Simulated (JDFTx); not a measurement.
## CuAu: geometry relaxation (part 1 of 3)

System: CuAu (P4/mmm, 2 atoms in the cell).
Method: Kohn-Sham DFT of a periodic cell, PBE, SG15-PBE-1.2, no spin polarisation (JDFTx 1.7.0 (patched build)).

The structure derives from an entry of the Crystallography Open Database.

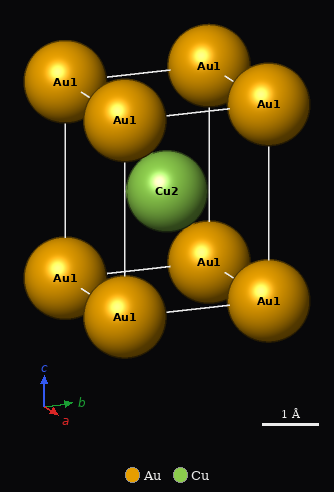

Fig. 1: The input geometry (spheres-only view of the cell of the calculation, seen slightly off an axis; atoms are numbered from 1 in the order of the input). An atom can appear more than once, as a periodic image.

## The input
```
lattice \
    5.3115466753     0.0000000000     0.0000000000 \
    0.0000000000     5.3115466753     0.0000000000 \
    0.0000000000     0.0000000000     6.9636407692
coords-type Lattice
ion Au     0.0000000000     0.0000000000     0.0000000000 1
ion Cu     0.5000000000     0.5000000000     0.5000000000 1

ion-species pseudo/Au.upf
ion-species pseudo/Cu.upf
elec-cutoff 50 400
elec-ex-corr gga-PBE
kpoint-folding 4 4 4
elec-smearing Fermi 0.0018374661
elec-n-bands 26
electronic-SCF nIterations 100 energyDiffThreshold 1e-09
electronic-minimize nIterations 30 energyDiffThreshold 1e-7
forces-output-coords Cartesian
lattice-minimize nIterations 40 energyDiffThreshold 1e-6

dump-name run.$VAR
dump End Ecomponents EigStats BandEigs Kpoints Forces Stress
```

Run as:
```bash
jdftx -c 1 -i CuAu.in -o CuAu.out
```

## Output
```
*************** JDFTx 1.7.0 (patched build) ***************

Input parsed successfully to the following command list (including defaults):
[... the input with its defaults ...]

---------- Setting up symmetries ----------

Found 16 point-group symmetries of the bravais lattice
Found 16 space-group symmetries with basis
Applied RMS atom displacement 0 bohrs to make symmetries exact.

---------- Initializing the Grid ----------
R =
[      5.31155            0            0  ]
[            0      5.31155            0  ]
[            0            0      6.96364  ]
unit cell volume = 196.462
G =
[    1.18293          0          0  ]
[          0    1.18293          0  ]
[          0          0   0.902285  ]
Minimum fftbox size, Smin = [  48  48  64  ]
Chosen fftbox size, S = [  48  48  64  ]

---------- Initializing tighter grid for wavefunction operations ----------
R =
[      5.31155            0            0  ]
[            0      5.31155            0  ]
[            0            0      6.96364  ]
unit cell volume = 196.462
G =
[    1.18293          0          0  ]
[          0    1.18293          0  ]
[          0          0   0.902285  ]
Minimum fftbox size, Smin = [  36  36  48  ]
Chosen fftbox size, S = [  36  36  48  ]

---------- Exchange Correlation functional ----------
Initalized PBE GGA exchange.
Initalized PBE GGA correlation.

---------- Setting up pseudopotentials ----------
Width of ionic core gaussian charges (only for fluid interactions / plotting) set to 0

Reading pseudopotential file 'pseudo/Au.upf':
  'Au' pseudopotential, 'PBE' functional
  Generated using ONCVPSP code by D. R. Hamann
  19 valence electrons, 0 orbitals, 8 projectors, 602 radial grid points, with lMax = 3
  Core radius for overlap checks: 2.79 bohrs.

Reading pseudopotential file 'pseudo/Cu.upf':
  'Cu' pseudopotential, 'PBE' functional
  Generated using ONCVPSP code by D. R. Hamann
  19 valence electrons, 0 orbitals, 6 projectors, 602 radial grid points, with lMax = 2
  Core radius for overlap checks: 1.69 bohrs.

Initialized 2 species with 2 total atoms.

Folded 1 k-points by 4x4x4 to 64 k-points.

---------- Setting up k-points, bands, fillings ----------
Reduced to 18 k-points under symmetry.
Computing the number of bands and number of electrons
Calculating initial fillings.
nElectrons:  38.000000   nBands: 26   nStates: 18

----- Setting up reduced wavefunction bases (one per k-point) -----
average nbasis = 3317.891 , ideal nbasis = 3317.626

---------- Setting up ewald sum ----------
Optimum gaussian width for ewald sums = 2.066163 bohr.
Real space sum over 1089 unit cells with max indices [  5  5  4  ]
Reciprocal space sum over 1815 terms with max indices [  5  5  7  ]

---------- Allocating electronic variables ----------
Initializing wave functions:  (No orbitals for LCAO)  bandwidth-limited random numbers

--------- Lattice Minimization ---------

Setting the auxilliary hamiltonian equal to the subspace hamiltonian.

-------- Electronic minimization -----------
Will mix electronic density at each iteration.
	FillingsUpdate:  mu: +2.040456593  nElectrons: 38.000000
	FillingsUpdate:  mu: -0.164612134  nElectrons: 38.000000
SCF: Cycle:  0   F: -302.956843241742547   dF: -1.058e+02   |Residual|: 6.650e+00   |deigs|: 4.195e+00
	FillingsUpdate:  mu: -0.000000000  nElectrons: 38.000000
SCF: Cycle:  1   F: -304.948279876105573   dF: -1.991e+00   |Residual|: 6.063e+00   |deigs|: 1.068e+00
	FillingsUpdate:  mu: +0.591502636  nElectrons: 38.000000
SCF: Cycle:  2   F: -316.702392310044900   dF: -1.175e+01   |Residual|: 2.203e+00   |deigs|: 2.010e+00
	FillingsUpdate:  mu: +0.778992870  nElectrons: 38.000000
SCF: Cycle:  3   F: -319.298904103126915   dF: -2.597e+00   |Residual|: 1.061e+00   |deigs|: 8.153e-01
	FillingsUpdate:  mu: +0.750464567  nElectrons: 38.000000
SCF: Cycle:  4   F: -319.659894146968099   dF: -3.610e-01   |Residual|: 5.990e-01   |deigs|: 1.056e-01
	FillingsUpdate:  mu: +0.722802030  nElectrons: 38.000000
SCF: Cycle:  5   F: -319.873897609597520   dF: -2.140e-01   |Residual|: 3.182e-01   |deigs|: 4.799e-02
	FillingsUpdate:  mu: +0.718678950  nElectrons: 38.000000
SCF: Cycle:  6   F: -319.907226723624660   dF: -3.333e-02   |Residual|: 1.768e-01   |deigs|: 5.688e-02
	FillingsUpdate:  mu: +0.698441146  nElectrons: 38.000000
SCF: Cycle:  7   F: -319.960974927037000   dF: -5.375e-02   |Residual|: 1.334e-01   |deigs|: 3.804e-02
	FillingsUpdate:  mu: +0.711515322  nElectrons: 38.000000
SCF: Cycle:  8   F: -319.943280722480381   dF: +1.769e-02   |Residual|: 1.164e-01   |deigs|: 3.072e-02
	FillingsUpdate:  mu: +0.713508305  nElectrons: 38.000000
SCF: Cycle:  9   F: -319.964942390194608   dF: -2.166e-02   |Residual|: 7.037e-02   |deigs|: 8.694e-03
	FillingsUpdate:  mu: +0.712056472  nElectrons: 38.000000
SCF: Cycle: 10   F: -319.969858764743435   dF: -4.916e-03   |Residual|: 3.003e-02   |deigs|: 6.301e-03
	FillingsUpdate:  mu: +0.710819305  nElectrons: 38.000000
SCF: Cycle: 11   F: -319.970492604016329   dF: -6.338e-04   |Residual|: 1.427e-02   |deigs|: 2.278e-03
	FillingsUpdate:  mu: +0.710357177  nElectrons: 38.000000
SCF: Cycle: 12   F: -319.970770492209624   dF: -2.779e-04   |Residual|: 2.059e-03   |deigs|: 1.880e-03
	FillingsUpdate:  mu: +0.710345181  nElectrons: 38.000000
SCF: Cycle: 13   F: -319.970776890093134   dF: -6.398e-06   |Residual|: 1.139e-03   |deigs|: 1.702e-04
	FillingsUpdate:  mu: +0.710360098  nElectrons: 38.000000
SCF: Cycle: 14   F: -319.970777169519693   dF: -2.794e-07   |Residual|: 1.130e-03   |deigs|: 2.279e-05
	FillingsUpdate:  mu: +0.710239814  nElectrons: 38.000000
SCF: Cycle: 15   F: -319.970776479582867   dF: +6.899e-07   |Residual|: 2.747e-03   |deigs|: 2.255e-04
	FillingsUpdate:  mu: +0.710482485  nElectrons: 38.000000
SCF: Cycle: 16   F: -319.970777598230143   dF: -1.119e-06   |Residual|: 2.335e-03   |deigs|: 4.062e-04
	FillingsUpdate:  mu: +0.710352897  nElectrons: 38.000000
SCF: Cycle: 17   F: -319.970778876384770   dF: -1.278e-06   |Residual|: 2.902e-04   |deigs|: 2.344e-04
	FillingsUpdate:  mu: +0.710357489  nElectrons: 38.000000
SCF: Cycle: 18   F: -319.970778903225266   dF: -2.684e-08   |Residual|: 3.137e-04   |deigs|: 1.541e-05
	FillingsUpdate:  mu: +0.710379706  nElectrons: 38.000000
SCF: Cycle: 19   F: -319.970778927460003   dF: -2.423e-08   |Residual|: 9.593e-05   |deigs|: 3.635e-05
	FillingsUpdate:  mu: +0.710378236  nElectrons: 38.000000
SCF: Cycle: 20   F: -319.970778929111930   dF: -1.652e-09   |Residual|: 5.865e-05   |deigs|: 3.900e-06
	FillingsUpdate:  mu: +0.710375441  nElectrons: 38.000000
SCF: Cycle: 21   F: -319.970778930253289   dF: -1.141e-09   |Residual|: 3.842e-06   |deigs|: 5.787e-06
	FillingsUpdate:  mu: +0.710375191  nElectrons: 38.000000
SCF: Cycle: 22   F: -319.970778930312463   dF: -5.917e-11   |Residual|: 1.459e-06   |deigs|: 8.051e-07
	FillingsUpdate:  mu: +0.710375299  nElectrons: 38.000000
SCF: Cycle: 23   F: -319.970778930323036   dF: -1.057e-11   |Residual|: 1.924e-06   |deigs|: 2.103e-06
SCF: Converged (|Delta E|<1.000000e-09 for 2 iters).

Setting wave functions to eigenvectors of Hamiltonian
# Lattice vectors:
R =
[      5.31155            0            0  ]
[            0      5.31155            0  ]
[            0            0      6.96364  ]
unit cell volume = 196.462

# Strain tensor in Cartesian coordinates:
[            0            0            0  ]
[            0            0            0  ]
[            0            0            0  ]

# Stress tensor in Cartesian coordinates [Eh/a0^3]:
[ -0.000220563            0            0  ]
[            0 -0.000220563            0  ]
[            0            0 -7.80594e-05  ]

# Ionic positions in lattice coordinates:
ion Au   0.000000000000000   0.000000000000000   0.000000000000000 1
ion Cu   0.500000000000000   0.500000000000000   0.500000000000000 1

# Forces in Cartesian coordinates:
force Au   0.000000000000000   0.000000000000000   0.000000000000000 1
force Cu   0.000000000000000   0.000000000000000   0.000000000000000 1

# Energy components:
   Eewald =     -225.9651395093409292
       EH =       83.0979201053257412
     Eloc =     -211.6024300365407669
      Enl =      -60.9071986437607649
      Exc =      -30.1447509137304017
       KE =      125.5510133689009393
-------------------------------------
     Etot =     -319.9705856291461146
       TS =        0.0001933011769086
-------------------------------------
        F =     -319.9707789303230356

LatticeMinimize: Iter:   0  F: -319.970778930323036  |grad|_K:  1.087e-02

-------- Electronic minimization -----------
Will mix electronic density at each iteration.
	FillingsUpdate:  mu: +0.710375299  nElectrons: 38.000000
	FillingsUpdate:  mu: +0.704707163  nElectrons: 38.000000
SCF: Cycle:  0   F: -319.970109915855915   dF: +2.561e-04   |Residual|: 3.386e-02   |deigs|: 1.940e-05
	FillingsUpdate:  mu: +0.707409439  nElectrons: 38.000000
SCF: Cycle:  1   F: -319.970581738494900   dF: -4.718e-04   |Residual|: 1.485e-02   |deigs|: 6.917e-03
	FillingsUpdate:  mu: +0.707567758  nElectrons: 38.000000
SCF: Cycle:  2   F: -319.970847233175448   dF: -2.655e-04   |Residual|: 6.116e-03   |deigs|: 2.992e-03
	FillingsUpdate:  mu: +0.707378561  nElectrons: 38.000000
SCF: Cycle:  3   F: -319.970891149834699   dF: -4.392e-05   |Residual|: 1.561e-03   |deigs|: 8.837e-04
	FillingsUpdate:  mu: +0.707327021  nElectrons: 38.000000
SCF: Cycle:  4   F: -319.970891711845582   dF: -5.620e-07   |Residual|: 2.586e-04   |deigs|: 7.222e-05
	FillingsUpdate:  mu: +0.707332040  nElectrons: 38.000000
SCF: Cycle:  5   F: -319.970891797304148   dF: -8.546e-08   |Residual|: 1.071e-04   |deigs|: 2.863e-05
	FillingsUpdate:  mu: +0.707330107  nElectrons: 38.000000
SCF: Cycle:  6   F: -319.970891810201749   dF: -1.290e-08   |Residual|: 2.119e-05   |deigs|: 1.370e-05
	FillingsUpdate:  mu: +0.707329699  nElectrons: 38.000000
SCF: Cycle:  7   F: -319.970891812943080   dF: -2.741e-09   |Residual|: 9.649e-06   |deigs|: 7.704e-07
	FillingsUpdate:  mu: +0.707329975  nElectrons: 38.000000
SCF: Cycle:  8   F: -319.970891813855417   dF: -9.123e-10   |Residual|: 8.259e-06   |deigs|: 4.431e-07
	FillingsUpdate:  mu: +0.707329785  nElectrons: 38.000000
SCF: Cycle:  9   F: -319.970891814171068   dF: -3.157e-10   |Residual|: 2.661e-06   |deigs|: 1.473e-06
SCF: Converged (|Delta E|<1.000000e-09 for 2 iters).

Setting wave functions to eigenvectors of Hamiltonian
LatticeMinimize: 	Wolfe criterion not satisfied: alpha: 1  (E-E0)/|gdotd0|: -0.955987  gdotd/gdotd0: 0.912539 (taking cubic step)

-------- Electronic minimization -----------
Will mix electronic density at each iteration.
	FillingsUpdate:  mu: +0.707329785  nElectrons: 38.000000
	FillingsUpdate:  mu: +0.696079813  nElectrons: 38.000000
SCF: Cycle:  0   F: -319.967992372300273   dF: +9.958e-04   |Residual|: 6.752e-02   |deigs|: 7.736e-05
	FillingsUpdate:  mu: +0.701292090  nElectrons: 38.000000
SCF: Cycle:  1   F: -319.969893142291198   dF: -1.901e-03   |Residual|: 2.924e-02   |deigs|: 1.378e-02
	FillingsUpdate:  mu: +0.701744386  nElectrons: 38.000000
SCF: Cycle:  2   F: -319.970903733812463   dF: -1.011e-03   |Residual|: 1.247e-02   |deigs|: 5.898e-03
	FillingsUpdate:  mu: +0.701349600  nElectrons: 38.000000
SCF: Cycle:  3   F: -319.971083747413331   dF: -1.800e-04   |Residual|: 3.033e-03   |deigs|: 1.805e-03
	FillingsUpdate:  mu: +0.701251889  nElectrons: 38.000000
SCF: Cycle:  4   F: -319.971086183280306   dF: -2.436e-06   |Residual|: 4.977e-04   |deigs|: 1.505e-04
	FillingsUpdate:  mu: +0.701260864  nElectrons: 38.000000
SCF: Cycle:  5   F: -319.971086508487417   dF: -3.252e-07   |Residual|: 2.540e-04   |deigs|: 5.581e-05
	FillingsUpdate:  mu: +0.701253348  nElectrons: 38.000000
SCF: Cycle:  6   F: -319.971086573666241   dF: -6.518e-08   |Residual|: 4.183e-05   |deigs|: 3.539e-05
	FillingsUpdate:  mu: +0.701253423  nElectrons: 38.000000
SCF: Cycle:  7   F: -319.971086584941133   dF: -1.127e-08   |Residual|: 2.288e-05   |deigs|: 1.342e-06
	FillingsUpdate:  mu: +0.701254367  nElectrons: 38.000000
SCF: Cycle:  8   F: -319.971086588218668   dF: -3.278e-09   |Residual|: 1.884e-05   |deigs|: 1.123e-06
	FillingsUpdate:  mu: +0.701253764  nElectrons: 38.000000
SCF: Cycle:  9   F: -319.971086589754520   dF: -1.536e-09   |Residual|: 4.732e-06   |deigs|: 3.151e-06
	FillingsUpdate:  mu: +0.701253667  nElectrons: 38.000000
SCF: Cycle: 10   F: -319.971086590092000   dF: -3.375e-10   |Residual|: 4.261e-06   |deigs|: 3.296e-07
	FillingsUpdate:  mu: +0.701253616  nElectrons: 38.000000
SCF: Cycle: 11   F: -319.971086590249286   dF: -1.573e-10   |Residual|: 1.510e-06   |deigs|: 5.863e-07
SCF: Converged (|Delta E|<1.000000e-09 for 2 iters).

Setting wave functions to eigenvectors of Hamiltonian
# Lattice vectors:
R =
[        5.332            0            0  ]
[            0        5.332            0  ]
[            0            0      6.97312  ]
unit cell volume = 198.247

# Strain tensor in Cartesian coordinates:
[   0.00384991            0            0  ]
[            0   0.00384991            0  ]
[            0            0   0.00136177  ]

# Stress tensor in Cartesian coordinates [Eh/a0^3]:
[ -0.000166302            0            0  ]
[            0 -0.000166302            0  ]
[            0            0 -3.07962e-05  ]

# Ionic positions in lattice coordinates:
ion Au   0.000000000000000   0.000000000000000   0.000000000000000 1
ion Cu   0.500000000000000   0.500000000000000   0.500000000000000 1

# Forces in Cartesian coordinates:
force Au   0.000000000000000  -0.000000000000000   0.000000000000000 1
force Cu  -0.000000000000000   0.000000000000000   0.000000000000000 1

# Energy components:
   Eewald =     -225.2842840257636681
       EH =       83.5007730482107604
     Eloc =     -212.6797915268902557
      Enl =      -60.9104890301144053
      Exc =      -30.1390613348740359
       KE =      125.5419522232389937
-------------------------------------
     Etot =     -319.9709006461926037
       TS =        0.0001859440566760
-------------------------------------
        F =     -319.9710865902492856

LatticeMinimize: Iter:   1  F: -319.971086590249286  |grad|_K:  8.089e-03  alpha:  3.000e+00  linmin: -9.934e-01
```
